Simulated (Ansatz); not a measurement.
## Band-structure calculation, with input and output: Cs

System: Cs (P6₃/mmc, 2 atoms in the cell).
Method: DFT, PBEsol, PAW with Ansatz's default frozen-core files, scalar-relativistic, no spin polarisation (Ansatz 0.2.0).

It belongs to a series of runs on one base structure; here: volume scaled by 0.45, PAW files. Figures and captions count atoms from 1; the log counts them from 0 in places.

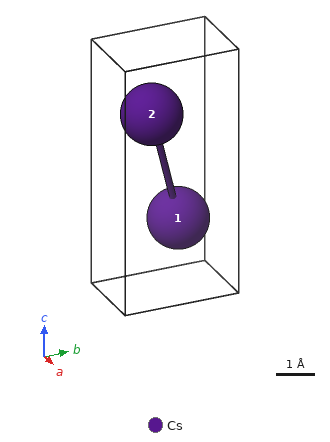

The input geometry (ball-and-stick view of the cell of the calculation, seen slightly off an axis; atoms are numbered from 1 in the order of the input). An atom can appear more than once, as a periodic image. Near neighbours in the periodic cell (some may lie outside the picture): Cs has 12 Cs at 4.12 to 4.14 Å.

The input:
```yaml
crystal:
  lattice:
    - [4.1379468344, 0.0, 0.0]
    - [-2.0689734172, 3.5835670781, 0.0]
    - [0.0, 0.0, 6.7034738717]
  atoms:
    - { symbol: Cs, position: [0.3333333333, 0.6666666667, 0.25] }
    - { symbol: Cs, position: [0.6666666667, 0.3333333333, 0.75] }
kpoints:
  mp_grid: { grid: [8, 8, 5] }
  band_path:
    path:
      - [0.0, 0.0, 0.0]
      - [0.5, 0.0, 0.0]
      - [0.3333333333, 0.3333333333, 0.0]
      - [0.0, 0.0, 0.0]
      - [0.0, 0.0, 0.5]
      - [0.5, 0.0, 0.5]
      - [0.3333333333, 0.3333333333, 0.5]
      - [0.0, 0.0, 0.5]
      - [0.5, 0.0, 0.5]
    npoints: 8
scf:
  occupations: { method: fermi_dirac, width: 0.08 }
hamiltonian:
  xc: pbesol
  pseudopotentials: { kind: paw }
output:
  forces: true
  stress: true
  eigenvalues: true
  populations: true
  dos: { projected: true, de: 0.2, e_range: [-14, 8] }
  write_density: true
  write_potential: true
  elf: true
  volumetric_format: npy
```

Hardware: 1 thread of Arm Neoverse V1, 24 GiB of memory available, shared host.

Launch command:
```bash
ansatz run input.yaml --threads 1 --pin off --max-ram 2048MiB --backend cpu --events-out ev --progress --plain --runs-dir out
```

Output:
```
Engine: ansatz 0.2.0, aarch64-unknown-linux-gnu
Pseudopotentials: kind: paw
Pseudopotential: Cs, paw, valence charge 9, recommended cutoff 420 eV (normal), Cs.paw.azcp
Functional definition: PBEsol
  exchange = pbesol_x
  correlation = pbesol_c
Crystal: 2 atoms, lattice volume = 99.403 Å³
Basis set: ecut = 420 eV, 1943 PW (Γ), exchange–correlation on 60×60×90 points (8 copies of the dense FFT grid, shifted against one another)
Bands: 13, of which v1, the nominal top of the filled ones, is band 9 counted from 1 (8 counted from 0)
Symmetry: 24 space group operations
Space group: P63/mmc (ITA 194), of the structure as read, at distance tolerance 4.6e-5 Å
k-points: 30 of 320
Non-local potential: Cs, projectors of the file, l = 0: 3, l = 1: 2, l = 2: 2, l = 3: 2
PAW form: soft (Blöchl's): semilocal exchange-correlation on the pseudo side does not see the compensation charge
PAW frozen core: Cs, regenerated for the run's functional, and the local potential with it (the file was generated under x = pbe(κ = 0.804, μ = 0.2195149727645171), c = pbe(β = 0.06672455060314922))
PAW one-centre angular grid: Cs, 194 points (default); XC on 64 Gauss nodes
Initial density: superposition of atomic densities (neutral atoms: chi_scale 0, normalization atom), corrected by the library's trained network
Initial wavefunctions: pseudopotential atomic-orbital guess
Functional: x = pbesol(κ = 0.804, μ = 0.12345679012345678), c = pbesol(β = 0.046)
SCF iter   1: F=—  HF=-11170.615022 eV  |F-HF|=—  |Δ(HF+E_count)|=         —  Δρ=1.23e-3  dr2=1.30e-3  ethr=1.77e-3  ⟨swp⟩=6.0  Hψ=2432  notcnv=0
preconditioner: auto → Kerker (q_TF=auto, 2.052 Å⁻¹)  [metal: Δε(μ)=0.074 eV  Ē_g=10.429 eV  σ=0.080 eV  W_gap=0.23  n_scr=22 (ndim 8)  ℏωp=13.9 eV  f_vac=0.000  D(μ)=3.20/eV (n_scr^D=22)]
SCF iter   2: F=—  HF=-11170.614913 eV  |F-HF|=—  |Δ(HF+E_count)|=   1.09e-4  Δρ=8.70e-4  dr2=1.00e-3  ethr=7.25e-6  ⟨swp⟩=2.0  Hψ=882  notcnv=0
SCF iter   3: F=—  HF=-11170.614889 eV  |F-HF|=—  |Δ(HF+E_count)|=   2.40e-5  Δρ=4.29e-4  dr2=3.12e-4  ethr=5.55e-6  ⟨swp⟩=1.0  Hψ=390  notcnv=0
SCF iter   4: F=—  HF=-11170.614869 eV  |F-HF|=—  |Δ(HF+E_count)|=   2.02e-5  Δρ=6.44e-5  dr2=6.80e-6  ethr=1.73e-6  ⟨swp⟩=2.2  Hψ=608  notcnv=0
SCF iter   5: F=—  HF=-11170.614870 eV  |F-HF|=—  |Δ(HF+E_count)|=   1.21e-6  Δρ=1.24e-5  dr2=2.02e-7  ethr=3.78e-8  ⟨swp⟩=2.8  Hψ=687  notcnv=0
SCF iter   6: F=-11170.614870 eV  HF=-11170.614870 eV  |F-HF|=1.06e-8  |Δ(HF+E_count)|=   9.45e-8  Δρ=4.02e-6  dr2=3.39e-8  ethr=5.56e-10  ⟨swp⟩=8.6  Hψ=2698  notcnv=0
SCF 1 converged in 6 iterations: F = -11170.614870 eV  dr2 = 3.39e-8
  greatest PAW one-centre occupation: 0.934 electrons in one spin orbital (limit 2), on the Cs atom at site 1 (counted from 0), in its partial waves of l = 0
```

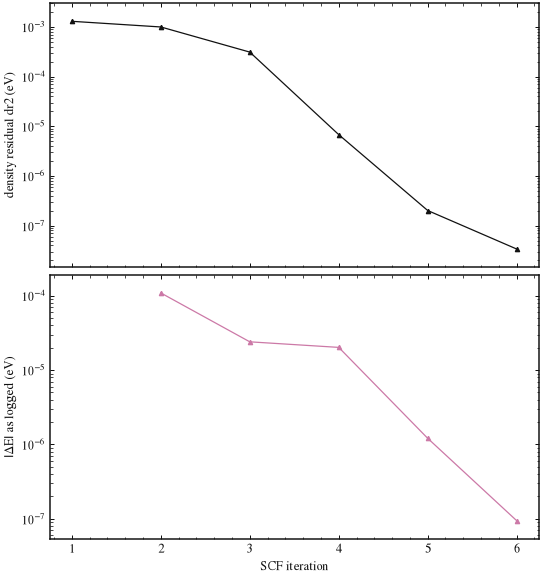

Convergence of the self-consistent field: density residual dr2 and size of the energy change against the SCF iteration. The residual falls at every step.

```
NSCF: frozen V_eff on 65 k-points
SCF converged after 6 iterations
Free energy (F): -11170.614870 eV
Harris-Foulkes:  -11170.614870 eV  (|F-HF|=1.06e-8)
Internal energy: -11170.545974 eV  (E = F + TS)
E sigma→0 (E₀):  -11170.580422 eV
Entropy (-TS):   -0.068896 eV (-34.448 meV/atom)
Fermi energy:    7.505531 eV
--- Per-component energies (eV) ---
  E_band       = -86.327440
  E_kinetic    = 287.430911
  E_local      = -444.182380  (includes V_loc(G=0)·N_el)
  E_nonlocal   = 63.554829
  E_hartree    = 152.145068
  E_xc         = -346.100647
  E_vxc        = -253.468628  (∫ρ·V_xc dr)
  E_paw        = -9967.467909  (= ΣΔE_a)
  E_vpaw       = -43.948904  (= ΣTr[D̂ρ^β])
  E_aug_tail   = -0.000002  (compensation charges beyond the density's cutoff)
  E_ewald      = -916.214165
  E_core_change = 0.288320  (= ΣΔE_core)
  E_smearing   = -0.068896  (= −TS)
  E_closure    = 0.000000  (closes the sum)
  Σ components = -11170.614870   (vs F -11170.614870, Δ=0.00e0)
--- Forces (eV/Å), atoms counted from 1 ---
  atom   1  Cs     0.00000000    -0.00000000    -0.00000000
  atom   2  Cs    -0.00000000     0.00000000     0.00000000
  max |Σ_I F_I| component: 1.16e-18 eV/Å
--- Stress (GPa, compression-positive) ---
        3.984462       0.000000      -0.000000
        0.000000       3.984462       0.000000
       -0.000000       0.000000       4.028911
  P = ⅓ Tr σ = 3.9993 GPa (39.993 kbar)
--- Band table (eV; the first three rows and the last of 30) ---
  k-point 0: bands = ["-16.3147", "-16.0941", "-3.9346", "-2.5383", "-2.5383", "-2.3369", "-2.3369", "-2.3180", "5.4230", "7.0460", "10.2402", "10.2402", "10.3312"]
  k-point 1: bands = ["-16.2944", "-16.1160", "-3.8047", "-2.5195", "-2.5195", "-2.5071", "-2.3566", "-2.3566", "5.7153", "7.0704", "10.0869", "10.1498", "10.1679"]
  k-point 2: bands = ["-16.2406", "-16.1725", "-3.4463", "-2.9566", "-2.4699", "-2.4699", "-2.4077", "-2.4077", "6.3970", "6.9589", "9.5826", "9.6295", "10.1626"]
  k-point 29: bands = ["-16.0565", "-16.0471", "-3.6758", "-3.6272", "-3.2747", "-3.1344", "-2.6477", "-2.5890", "7.7477", "8.1038", "8.6605", "8.7014", "9.6825"]
--- Löwdin populations: 2 sites ---
  site symbol       q [e]
     0     Cs      8.6525
     1     Cs      8.6525
  spilling = 0.038607 (of n_electrons = 18.000000)
```

File dos.tsv:
```
# E-E_F[eV]	g_bin_mean(E)[states/eV]	N(E)
# format = ansatz-dos/2
# fermi_ev = 7.505531
# fermi_mp_grid = 8 8 5
# fermi_mp_shift = 0 0 0
# tetrahedron_fermi_ev = 7.530061
# g_bin_mean(E): the states in a bin one row spacing wide, centred on E, divided by that spacing. States that the method places at a single energy (under output.dos.method: tetrahedron, those of a tetrahedron whose four corners have one energy) are counted whole in the row whose bin holds that energy (on the edge of two bins, in the lower row). The sum of g_bin_mean over a run of rows, times the row spacing, is the number of states from half a spacing under the first of them to half a spacing over the last (a plain sum, not the trapezoid rule).
-14.000000	0.000000e0	4.000000e0
-13.800000	0.000000e0	4.000000e0
-13.600000	0.000000e0	4.000000e0
-13.400000	0.000000e0	4.000000e0
-13.200000	0.000000e0	4.000000e0
-13.000000	0.000000e0	4.000000e0
-12.800000	0.000000e0	4.000000e0
-12.600000	0.000000e0	4.000000e0
-12.400000	0.000000e0	4.000000e0
-12.200000	0.000000e0	4.000000e0
-12.000000	0.000000e0	4.000000e0
-11.800000	0.000000e0	4.000000e0
-11.600000	0.000000e0	4.000000e0
-11.400000	7.234239e-1	4.001248e0
-11.200000	8.893079e0	4.744084e0
-11.000000	6.693034e0	6.692094e0
-10.800000	3.607526e0	7.478859e0
-10.600000	6.484480e0	8.567574e0
-10.400000	8.826911e0	1.007582e1
-10.200000	1.295168e1	1.206252e1
-10.000000	1.110400e1	1.521313e1
-9.800000	7.158617e-1	1.600000e1
-9.600000	0.000000e0	1.600000e1
-9.400000	0.000000e0	1.600000e1
-9.200000	0.000000e0	1.600000e1
-9.000000	0.000000e0	1.600000e1
-8.800000	0.000000e0	1.600000e1
-8.600000	0.000000e0	1.600000e1
-8.400000	0.000000e0	1.600000e1
-8.200000	0.000000e0	1.600000e1
-8.000000	0.000000e0	1.600000e1
-7.800000	0.000000e0	1.600000e1
-7.600000	0.000000e0	1.600000e1
-7.400000	0.000000e0	1.600000e1
-7.200000	0.000000e0	1.600000e1
-7.000000	0.000000e0	1.600000e1
-6.800000	0.000000e0	1.600000e1
-6.600000	0.000000e0	1.600000e1
-6.400000	0.000000e0	1.600000e1
-6.200000	0.000000e0	1.600000e1
-6.000000	0.000000e0	1.600000e1
-5.800000	0.000000e0	1.600000e1
-5.600000	0.000000e0	1.600000e1
-5.400000	0.000000e0	1.600000e1
-5.200000	0.000000e0	1.600000e1
-5.000000	0.000000e0	1.600000e1
-4.800000	0.000000e0	1.600000e1
-4.600000	0.000000e0	1.600000e1
-4.400000	0.000000e0	1.600000e1
-4.200000	0.000000e0	1.600000e1
-4.000000	0.000000e0	1.600000e1
-3.800000	0.000000e0	1.600000e1
-3.600000	0.000000e0	1.600000e1
-3.400000	0.000000e0	1.600000e1
-3.200000	0.000000e0	1.600000e1
-3.000000	0.000000e0	1.600000e1
-2.800000	0.000000e0	1.600000e1
-2.600000	0.000000e0	1.600000e1
-2.400000	0.000000e0	1.600000e1
-2.200000	0.000000e0	1.600000e1
-2.000000	8.695866e-3	1.600016e1
-1.800000	7.138196e-2	1.600645e1
-1.600000	1.576961e-1	1.603052e1
-1.400000	2.016051e-1	1.606631e1
-1.200000	2.713070e-1	1.611305e1
-1.000000	3.873350e-1	1.617735e1
-0.800000	5.159839e-1	1.626836e1
-0.600000	7.702185e-1	1.638708e1
-0.400000	2.450674e0	1.666872e1
-0.200000	3.071592e0	1.728074e1
0.000000	3.672797e0	1.790826e1
0.200000	4.042562e0	1.872759e1
0.400000	2.652503e0	1.938824e1
0.600000	1.947240e0	1.991475e1
0.800000	1.812645e0	2.020473e1
1.000000	4.231083e0	2.078694e1
1.200000	2.642838e0	2.161556e1
1.400000	3.480519e0	2.202626e1
1.600000	4.999252e0	2.310476e1
1.800000	1.402704e0	2.363903e1
2.000000	1.122940e0	2.384796e1
2.200000	5.088462e0	2.442010e1
2.400000	2.782399e0	2.531660e1
2.600000	1.556665e0	2.573964e1
2.800000	6.026719e-1	2.594716e1
3.000000	5.622767e-2	2.599919e1
3.200000	0.000000e0	2.600000e1
3.400000	0.000000e0	2.600000e1
3.600000	0.000000e0	2.600000e1
3.800000	0.000000e0	2.600000e1
4.000000	0.000000e0	2.600000e1
4.200000	0.000000e0	2.600000e1
4.400000	0.000000e0	2.600000e1
4.600000	0.000000e0	2.600000e1
4.800000	0.000000e0	2.600000e1
5.000000	0.000000e0	2.600000e1
5.200000	0.000000e0	2.600000e1
5.400000	0.000000e0	2.600000e1
5.600000	0.000000e0	2.600000e1
5.800000	0.000000e0	2.600000e1
6.000000	0.000000e0	2.600000e1
6.200000	0.000000e0	2.600000e1
6.400000	0.000000e0	2.600000e1
6.600000	0.000000e0	2.600000e1
6.800000	0.000000e0	2.600000e1
7.000000	0.000000e0	2.600000e1
7.200000	0.000000e0	2.600000e1
7.400000	0.000000e0	2.600000e1
7.600000	0.000000e0	2.600000e1
7.800000	0.000000e0	2.600000e1
8.000000	0.000000e0	2.600000e1
```

File populations.tsv:
```
# site	symbol	l	j	q
# orbitals = lowdin
# n_electrons = 18.000000
# spilling = 0.038607
0	Cs	0_5S	-	1.930944
0	Cs	0_6S	-	0.786800
0	Cs	1_5P	-	5.934797
1	Cs	0_5S	-	1.930944
1	Cs	0_6S	-	0.786800
1	Cs	1_5P	-	5.934797
```

File v_z.tsv:
```
# z_ang	v_es[eV]	v_tot[eV]
# format = ansatz-planar-average/11
# xc	pbesol
# density_cutoff_ev	1680
# datasets	Cs=:simpson_from_first_knot:soft:shift=-1117510
# lattice	4.137946834	0.000000000	0.000000000
# lattice	-2.068973417	3.583567078	0.000000000
# lattice	0.000000000	0.000000000	6.703473872
# sites	2
# site	55	0.000000000	2.389044719	1.675868468
# site	55	2.068973417	1.194522359	5.027605404
0.000000	7.961861e0	1.957952e0
0.148966	7.870268e0	1.776341e0
0.297932	7.579089e0	1.240777e0
0.446898	7.049405e0	3.448356e-1
0.595864	6.134059e0	-1.051136e0
0.744830	4.774045e0	-2.974029e0
0.893797	3.255125e0	-5.100490e0
1.042763	1.912056e0	-7.073598e0
1.191729	8.962443e-1	-8.693750e0
1.340695	2.040705e-1	-9.889848e0
1.489661	-2.115028e-1	-1.064654e1
1.638627	-3.850964e-1	-1.096862e1
1.787593	-3.273212e-1	-1.086133e1
1.936559	-3.569365e-2	-1.032316e1
2.085525	5.127892e-1	-9.346317e0
2.234491	1.361035e0	-7.934482e0
2.383457	2.547547e0	-6.122328e0
2.532423	4.009997e0	-4.037539e0
2.681390	5.498257e0	-1.961071e0
2.830356	6.651319e0	-2.803601e-1
2.979322	7.350210e0	8.434625e-1
3.128288	7.750889e0	1.551271e0
3.277254	7.939447e0	1.912510e0
3.426220	7.939447e0	1.912510e0
3.575186	7.750889e0	1.551271e0
3.724152	7.350210e0	8.434625e-1
3.873118	6.651319e0	-2.803601e-1
4.022084	5.498257e0	-1.961071e0
4.171050	4.009997e0	-4.037539e0
4.320016	2.547547e0	-6.122328e0
4.468983	1.361035e0	-7.934482e0
4.617949	5.127892e-1	-9.346317e0
4.766915	-3.569365e-2	-1.032316e1
4.915881	-3.273212e-1	-1.086133e1
5.064847	-3.850964e-1	-1.096862e1
5.213813	-2.115028e-1	-1.064654e1
5.362779	2.040705e-1	-9.889848e0
5.511745	8.962443e-1	-8.693750e0
5.660711	1.912056e0	-7.073598e0
5.809677	3.255125e0	-5.100490e0
5.958643	4.774045e0	-2.974029e0
6.107610	6.134059e0	-1.051136e0
6.256576	7.049405e0	3.448356e-1
6.405542	7.579089e0	1.240777e0
6.554508	7.870268e0	1.776341e0
```

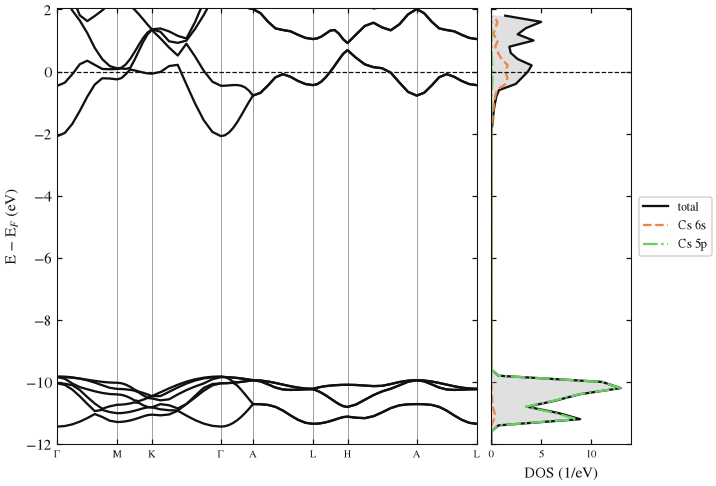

Band structure along Γ–M–K–Γ–A–L–H–A–L and density of states (projected on Löwdin-orthogonalised atomic shells), with energies from the Fermi level. Bands cross the Fermi level: a metal at this level of theory.

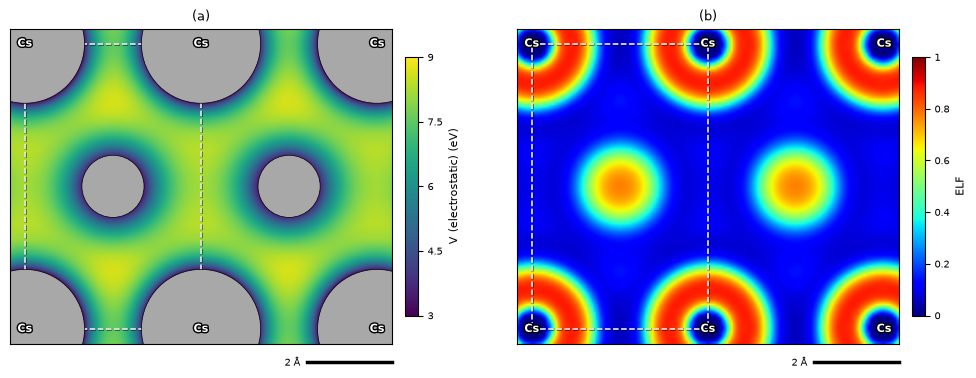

(a) electrostatic potential energy of an electron; (b) electron localisation function on the (010) plane of the conventional cell. Grey discs, where drawn, cover atomic cores. Cs–Cs (4.14 Å): the ELF is about 0.05 at the midpoint (no shared electron pair). The strong features right at Cs lie inside the PAW spheres (semicore, d or f shells) and say nothing about bonding. Outside the cores the potential energy rises away from the atoms and is highest about 2.3 Å from the nearest atoms; outside the discs it spans about 5 eV, and its zero is arbitrary. In a PAW calculation such maps are meaningful between the atoms, not at the nuclei.

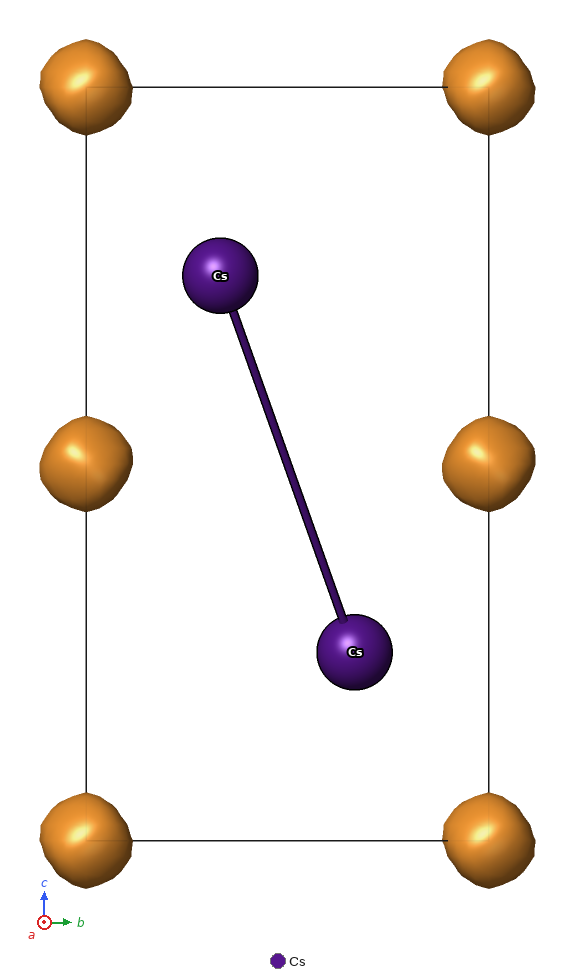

Isosurface of the electron localisation function at 0.4 (orange), seen along the a axis. Core shells and regions of very low density are left out. Sticks mark near contacts. The outline is the cell set on symmetry axes. Values along the shortest contacts: Cs–Cs (4.12 Å): the ELF is about 0.05 at the midpoint; no localised pair between them.

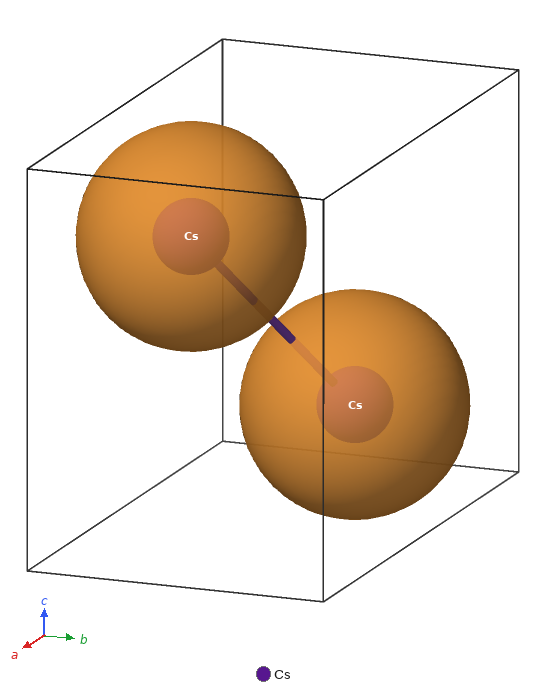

Isosurface of the valence electron density at 0.1 e/Å³ (orange), seen at an oblique angle. Sticks mark near contacts. The outline is the cell set on symmetry axes. At this value the density breaks into separate islands; it holds about 80 % of the electrons treated as valence (semicore included). It is pinched off along the Cs–Cs (4.12 Å) contacts. On the grid the lowest density along these lines, outside the cores, is 0.04 e/Å³ (Cs–Cs, 4.12 Å).

Key numbers:

```tsv
quantity	value
outcome	converged
space group (tolerance 0.01 Å)	P6₃/mmc (194)
electrons treated	18
free energy	−11170.6149 eV
Fermi energy	7.506 eV
pressure	4.00 GPa
electronic character	metal
largest force (length of the vector)	under 0.001 eV/Å
wall time	4.5 s
peak memory	0.34 GiB
```
